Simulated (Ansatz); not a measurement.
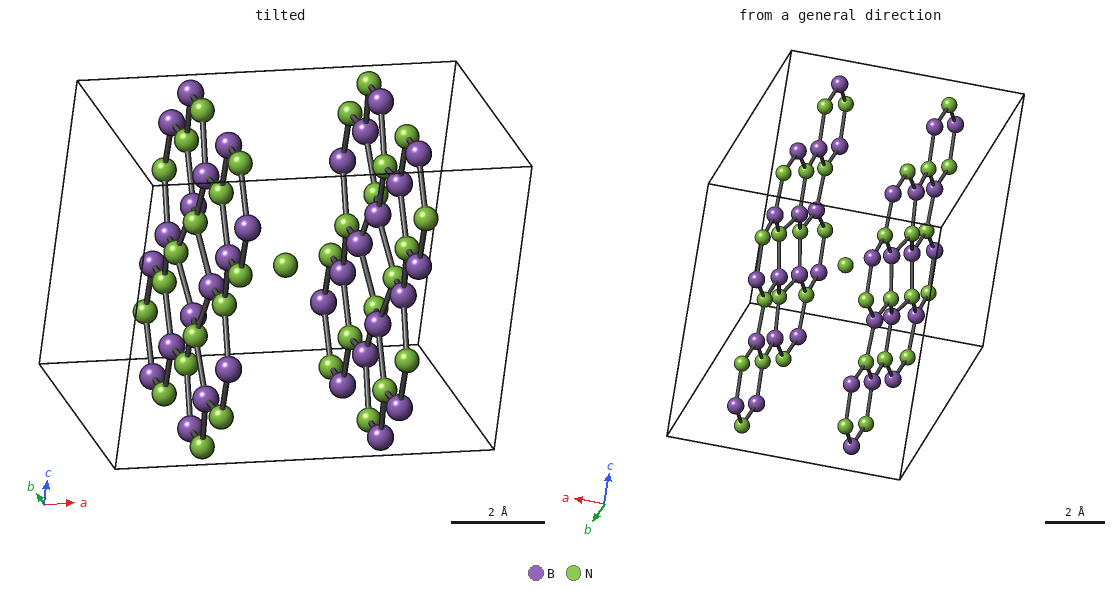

This ball-and-stick model is shown slightly off an axis and from a general direction. The wireframe shows the supercell. The host is BN, in a cell of 48 sites, and the cell carries a charge of -2.

### Where does the cell differ from the host, and how?

An interstitial nitrogen atom. It is bonded to no bonds drawn.

The calculation used Ansatz, DFT PBE, scalar-relativistic, plane waves, PAW, with a cutoff energy of 420 eV, a 2×2×2 mesh of k-points, Gaussian smearing of 0.01 eV, collinear spins.

### Is the defect magnetic?

Yes, 1.0 μB in the cell.

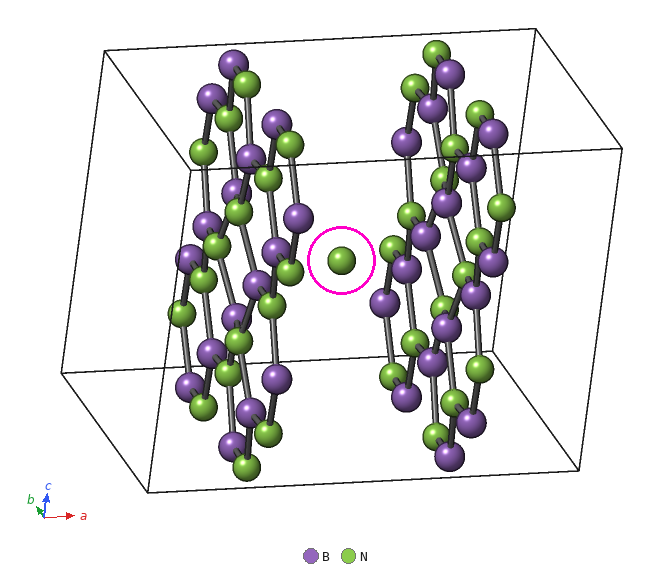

The same cell with a ring at the defect's site.

The atoms were relaxed in the host's cell with Ansatz, DFT PBE, scalar-relativistic, plane waves, PAW.
